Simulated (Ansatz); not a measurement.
**Run report: Al3Ni2, single-point calculation**

The run: single-point calculation of Al3Ni2 (5 atoms in the cell). Method and program: DFT r2SCAN, scalar-relativistic, plane waves, PAW, no spin polarisation (Ansatz 0.2.0).

The structure derives from a Materials Project entry. It belongs to a series of runs on one base structure; here: strain +0.050 along x and y, +0.050 along z, atoms carried along. Figures and captions count atoms from 1; the log counts them from 0 in places.

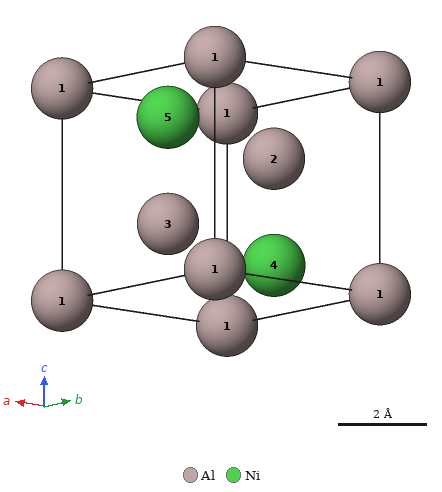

*The structure as given in the input (spheres-only view of the cell of the calculation, seen at an oblique angle; atoms are numbered from 1 in the order of the input). An atom can appear more than once, as a periodic image.*

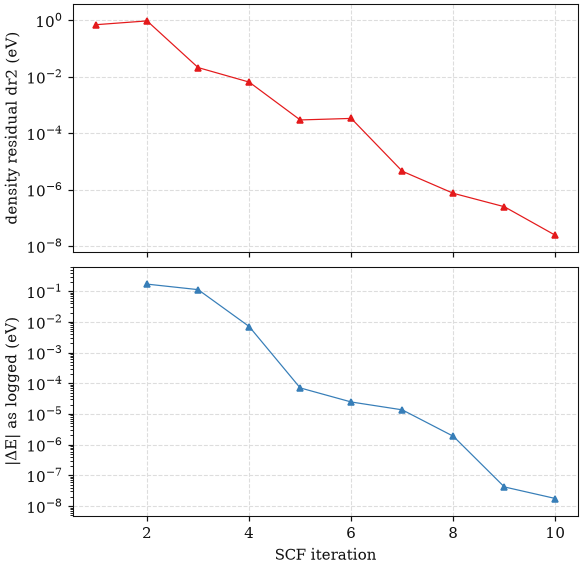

*Convergence of the self-consistent field: density residual dr2 and size of the energy change against the SCF iteration.*

The residual falls almost steadily, with no more than small rises.

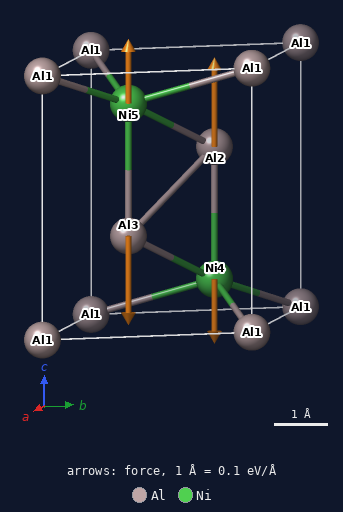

*Forces on the atoms as orange arrows (ball-and-stick view of the cell of the calculation, seen slightly off an axis; atoms are numbered from 1 in the order of the input).*

The largest act on Al2, Al3 (0.17 eV/Å); Ni4, Ni5 (0.13 eV/Å). The geometry is not a stationary point of this energy.

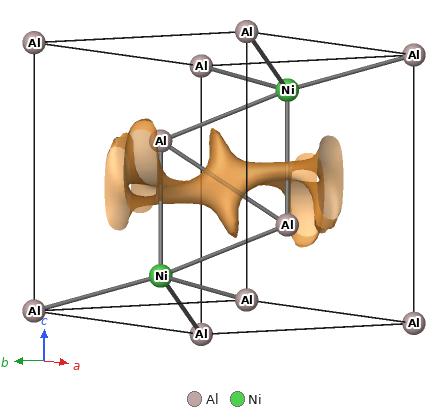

*Isosurface of the electron localisation function at 0.65 (orange), seen at an oblique angle. Only the valence region is drawn (cores and ρ < 0.01 e/Å³ removed). Sticks mark near contacts. The outline is the cell set on symmetry axes.*

Profiles from the grid: Al–Ni (2.54 Å): the ELF is about 0.40 at the midpoint, as expected for nearly free electrons, as in a simple metal. Ni–Ni (2.85 Å): the ELF is about 0.30 at the midpoint (no shared electron pair). Core electrons are frozen (PAW), so the fields are smoothed inside the atomic spheres.

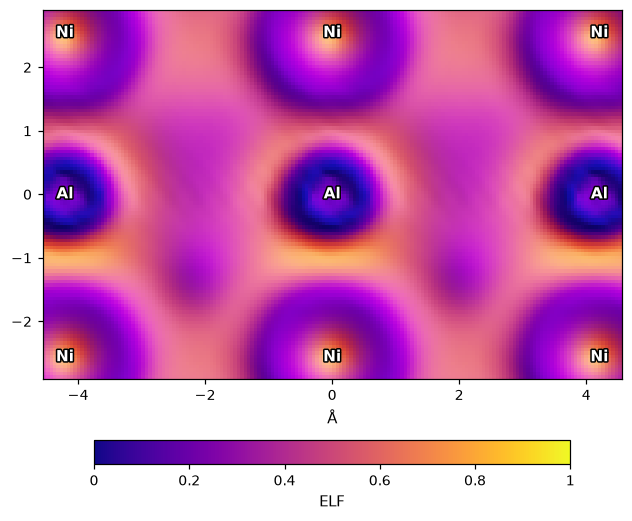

*ELF on the (010) plane of the conventional cell.*

The section cuts through Al and Ni sites. Al–Ni (2.54 Å): the ELF is about 0.40 at the midpoint (metallic bonding. The strong features right at Ni lie inside the PAW spheres (semicore, d or f shells) and say nothing about bonding.

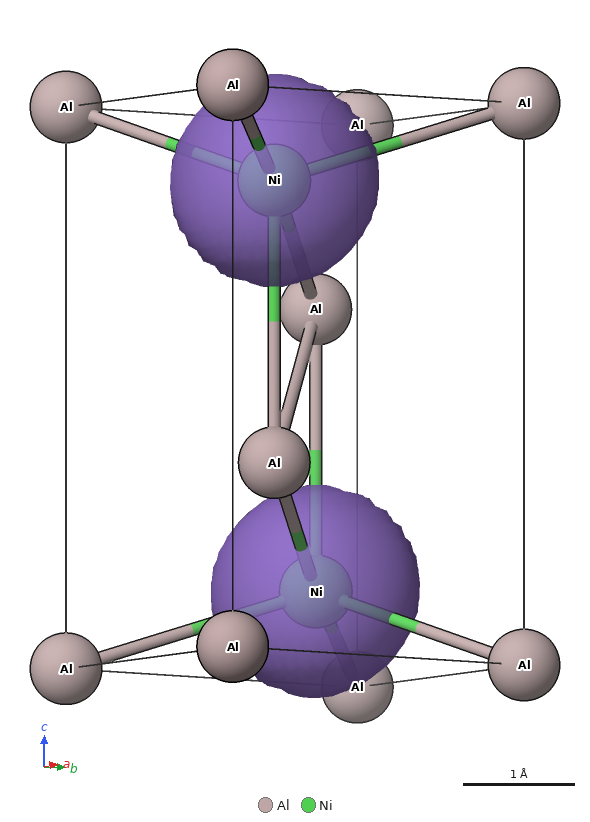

*Isosurface of the valence electron density at 0.5 e/Å³ (purple), seen at an oblique angle. Sticks mark near contacts. The outline is the cell set on symmetry axes.*

At this value the density breaks into separate islands; it holds about 70 % of the electrons treated as valence (semicore included). It is pinched off along the Al–Ni (2.54 Å), Ni–Ni (2.85 Å), Al–Al (2.86 Å) and Al–Ni (2.65 Å) contacts. On the grid the lowest density along these lines, outside the cores, is 0.23 e/Å³ (Al–Ni, 2.54 Å), 0.22 e/Å³ (Ni–Ni, 2.85 Å), 0.2 e/Å³ (Al–Al, 2.86 Å) and 0.22 e/Å³ (Al–Ni, 2.65 Å).

The input that produced these results follows, with the program's output.

**Input**
```yaml
crystal:
  lattice:
    - [4.2070574305, 0.0, 0.0]
    - [-2.1035287153, 3.6434186099, 0.0]
    - [0.0, 0.0, 5.1046033833]
  atoms:
    - { symbol: Al, position: [0.0, 0.0, 0.0] }
    - { symbol: Al, position: [0.3333333333, 0.6666666667, 0.6484376367] }
    - { symbol: Al, position: [0.6666666667, 0.3333333333, 0.3515623633] }
    - { symbol: Ni, position: [0.3333333333, 0.6666666667, 0.1462123372] }
    - { symbol: Ni, position: [0.6666666667, 0.3333333333, 0.8537876628] }
basis:
  ecutwfc: 500
kpoints:
  mp_grid: { grid: [12, 12, 10] }
hamiltonian:
  xc: r2scan
scf:
  occupations: { method: gaussian, width: 0.15 }
output:
  forces: true
  stress: true
  eigenvalues: true
  write_density: true
  write_potential: true
  elf: true
  volumetric_format: npy
```

Run as:
```bash
ansatz run input.yaml --threads 2 --pin off --max-ram 5120MiB --backend cpu --events-out ev --progress --plain --runs-dir out
```

**The program's output**
```
Engine: ansatz 0.2.0, x86_64-unknown-linux-gnu
Pseudopotentials: kind: paw
Pseudopotential: Al, paw, valence charge 3, recommended cutoff 500 eV (meta_gga), Al.paw.azcp
Pseudopotential: Ni, paw, valence charge 18, recommended cutoff 500 eV (meta_gga), Ni.paw.azcp
Functional definition: r2SCAN
  parameter k0 = 0.174
  parameter k1 = 0.065
  parameter a1 = 4.9479
  exchange = r2scan_x(k0 = k0, k1 = k1, a1 = a1)
  correlation = r2scan_c
Crystal: 5 atoms, lattice volume = 78.244 Å³
Basis set: ecut = 500 eV, 1993 PW (Γ), exchange–correlation on 128×128×160 points (64 copies of the dense FFT grid, shifted against one another)
Bands: 28, of which v1, the nominal top of the filled ones, is band 23 counted from 1 (22 counted from 0)
Symmetry: 12 space group operations
Space group: P-3m1 (ITA 164), of the structure as read, at distance tolerance 4.3e-5 Å
k-points: 162 of 1440
Non-local potential: Al, projectors of the file, l = 0: 2, l = 1: 2, l = 2: 1
Non-local potential: Ni, projectors of the file, l = 0: 3, l = 1: 2, l = 2: 3, l = 3: 1
PAW form: soft (Blöchl's): semilocal exchange-correlation on the pseudo side does not see the compensation charge
PAW frozen core: Al, regenerated for the run's functional (the file was generated under x = pbe(κ = 0.804, μ = 0.2195149727645171), c = pbe(β = 0.06672455060314922))
PAW frozen core: Ni, regenerated for the run's functional (the file was generated under x = pbe(κ = 0.804, μ = 0.2195149727645171), c = pbe(β = 0.06672455060314922))
PAW one-centre angular grid: Al, 302 points (default); XC on 160 Gauss nodes
PAW one-centre angular grid: Ni, 590 points (default); XC on 160 Gauss nodes
Initial density: superposition of atomic densities (neutral atoms: chi_scale 0, normalization atom), corrected by the library's trained network
Initial wavefunctions: pseudopotential atomic-orbital guess
Functional: x = r2scan, c = r2scan; τ floored in thin density (d = 2e-4 eV/Å³)
SCF iter   1: F=—  HF=-13314.381236 eV  |F-HF|=—  |Δ(HF+E_count)|=         —  Δρ=3.20e-2  dr2=6.98e-1  dr2_τ=1.00e-1  ethr=1.77e-3  ⟨swp⟩=5.9  Hψ=20102  notcnv=0
preconditioner: auto → Kerker (q_TF=auto, 2.488 Å⁻¹)  [metal: Δε(μ)=0.037 eV  Ē_g=6.370 eV  σ=0.150 eV  W_gap=0.14  n_scr=22 (ndim 8)  ℏωp=22.6 eV  f_vac=0.001  D(μ)=1.44/eV (n_scr^D=8)]
SCF iter   2: F=—  HF=-13314.551845 eV  |F-HF|=—  |Δ(HF+E_count)|=   1.71e-1  Δρ=4.42e-2  dr2=9.51e-1  dr2_τ=4.48e-3  ethr=1.55e-3  ⟨swp⟩=2.4  Hψ=8609  notcnv=0  defer=164
SCF iter   3: F=—  HF=-13314.438666 eV  |F-HF|=—  |Δ(HF+E_count)|=   1.13e-1  Δρ=7.59e-3  dr2=2.11e-2  dr2_τ=3.89e-4  ethr=1.55e-3  ⟨swp⟩=2.0  Hψ=6421  notcnv=0  defer=164
SCF iter   4: F=—  HF=-13314.431560 eV  |F-HF|=—  |Δ(HF+E_count)|=   7.11e-3  Δρ=3.77e-3  dr2=6.46e-3  dr2_τ=3.93e-5  ethr=4.68e-5  ⟨swp⟩=2.1  Hψ=8552  notcnv=0  defer=164
SCF iter   5: F=—  HF=-13314.431631 eV  |F-HF|=—  |Δ(HF+E_count)|=   7.10e-5  Δρ=6.14e-4  dr2=2.94e-4  dr2_τ=1.96e-5  ethr=1.44e-5  ⟨swp⟩=2.1  Hψ=7492  notcnv=0  defer=164
SCF iter   6: F=—  HF=-13314.431606 eV  |F-HF|=—  |Δ(HF+E_count)|=   2.47e-5  Δρ=8.00e-4  dr2=3.33e-4  dr2_τ=1.73e-6  ethr=6.53e-7  ⟨swp⟩=2.0  Hψ=6484  notcnv=0  defer=164
SCF iter   7: F=—  HF=-13314.431620 eV  |F-HF|=—  |Δ(HF+E_count)|=   1.37e-5  Δρ=6.21e-5  dr2=4.48e-6  dr2_τ=1.50e-8  ethr=6.53e-7  ⟨swp⟩=2.3  Hψ=6846  notcnv=0  defer=164
SCF iter   8: F=—  HF=-13314.431618 eV  |F-HF|=—  |Δ(HF+E_count)|=   1.89e-6  Δρ=2.11e-5  dr2=7.39e-7  dr2_τ=5.21e-9  ethr=9.96e-9  ⟨swp⟩=2.4  Hψ=7218  notcnv=0  defer=164
SCF iter   9: F=—  HF=-13314.431618 eV  |F-HF|=—  |Δ(HF+E_count)|=   4.22e-8  Δρ=1.78e-5  dr2=2.47e-7  dr2_τ=1.77e-9  ethr=1.64e-9  ⟨swp⟩=2.1  Hψ=6574  notcnv=0  defer=164
SCF iter  10: F=-13314.431618 eV  HF=-13314.431618 eV  |F-HF|=1.83e-8  |Δ(HF+E_count)|=   1.77e-8  Δρ=5.63e-6  dr2=2.40e-8  dr2_τ=7.70e-11  ethr=2.22e-10  ⟨swp⟩=11.5  Hψ=31226  notcnv=0
SCF 1 converged in 10 iterations: F = -13314.431618 eV  dr2 = 2.40e-8
  greatest PAW one-centre occupation: 1.001 electrons in one spin orbital (limit 2), on the Ni atom at site 4 (counted from 0), in its partial waves of l = 1
SCF converged after 10 iterations
Free energy (F): -13314.431618 eV
Harris-Foulkes:  -13314.431618 eV  (|F-HF|=1.83e-8)
Internal energy: -13314.415380 eV  (E = F + TS)
E sigma→0 (E₀):  -13314.423499 eV
Entropy (-TS):   -0.016237 eV (-3.247 meV/atom)
Fermi energy:    9.300138 eV
--- Per-component energies (eV) ---
  E_band       = -880.960382
  E_kinetic    = 632.471619
  E_local      = -10605.841601  (includes V_loc(G=0)·N_el)
  E_nonlocal   = 1309.455105
  E_hartree    = 4613.194770
  E_xc         = -265.726826
  E_vxc        = -325.517712  (∫ρ·V_xc dr)
  E_paw        = -4711.502590  (= ΣΔE_a)
  E_vpaw       = -1139.490642  (= ΣTr[D̂ρ^β])
  E_aug_tail   = 0.000464  (compensation charges beyond the density's cutoff)
  E_vtau       = 21.593552  (kinetic-family band-sum trace: ∫τ·v_τ [+ j·A + Jᵃ·Aᵃ] dr)
  E_ewald      = -4285.685860
  E_core_change = -0.780461  (= ΣΔE_core)
  E_smearing   = -0.016237  (= −TS)
  E_closure    = -0.000000  (closes the sum)
  Σ components = -13314.431618   (vs F -13314.431618, Δ=0.00e0)
--- Forces (eV/Å), atoms counted from 1 ---
  atom   1  Al    -0.00000000     0.00000000    -0.00000000
  atom   2  Al    -0.00000000     0.00000000     0.17276695
  atom   3  Al     0.00000000    -0.00000000    -0.17276695
  atom   4  Ni     0.00000000    -0.00000000    -0.12512008
  atom   5  Ni    -0.00000000     0.00000000     0.12512008
  max |Σ_I F_I| component: 3.70e-17 eV/Å
--- Stress (GPa, compression-positive) ---
      -15.266041       0.000000      -0.000000
        0.000000     -15.266041       0.000000
       -0.000000       0.000000     -16.339027
  P = ⅓ Tr σ = -15.6237 GPa (-156.237 kbar)
--- Band table (eV; the first three rows and the last of 162) ---
  k-point 0: bands = ["-97.4246", "-97.4221", "-56.3755", "-56.3671", "-56.3349", "-56.3349", "-56.3228", "-56.3228", "-0.8814", "4.3802", "4.6710", "6.1634", "6.1634", "6.7832", "6.7832", "7.4627", "7.4627", "7.7625", "7.8843", "7.8843", "8.1957", "10.4803", "10.4803", "12.2571", "12.2571", "13.3750", "13.4561", "15.8951"]
  k-point 1: bands = ["-97.4246", "-97.4221", "-56.3755", "-56.3671", "-56.3349", "-56.3349", "-56.3228", "-56.3228", "-0.8229", "3.7054", "5.2160", "6.1548", "6.1548", "6.7744", "6.7744", "7.4804", "7.4804", "7.6682", "7.8874", "7.8874", "8.5363", "10.5454", "10.5454", "12.2851", "12.2851", "13.3162", "13.5371", "15.3435"]
  k-point 2: bands = ["-97.4246", "-97.4221", "-56.3755", "-56.3672", "-56.3349", "-56.3349", "-56.3228", "-56.3228", "-0.6494", "2.8809", "5.6782", "6.1328", "6.1328", "6.7518", "6.7518", "7.5311", "7.5311", "7.5838", "7.8894", "7.8894", "9.3239", "10.7390", "10.7390", "12.3645", "12.3645", "13.2405", "13.6812", "14.5144"]
  k-point 161: bands = ["-97.4233", "-97.4233", "-56.3724", "-56.3724", "-56.3368", "-56.3279", "-56.3279", "-56.3212", "3.6927", "3.8686", "3.8686", "4.3382", "4.3382", "5.3757", "6.9655", "6.9655", "7.1374", "7.6290", "7.7323", "7.7323", "7.8745", "8.1047", "8.1047", "9.2577", "15.0184", "15.7427", "15.7427", "16.9959"]
```

**Key numbers**

```tsv
quantity	value
outcome	converged
space group (tolerance 0.01 Å)	P-3m1 (164)
electrons treated	45
free energy	−13314.4316 eV
Fermi energy	9.300 eV
gap on the k-point mesh	none (metallic)
pressure	−15.62 GPa
largest force (length of the vector)	0.173 eV/Å
hardware	2 threads of AMD EPYC (Zen 3), 189 GiB of memory available, shared host
wall time	63 s (CPU time 2 min)
peak memory	0.78 GiB
```

**Remarks**

The run has no spin polarisation, so a magnetic state may lie lower. The cell is under a tension of 15.6 GPa at this level, so it is not at its equilibrium volume.
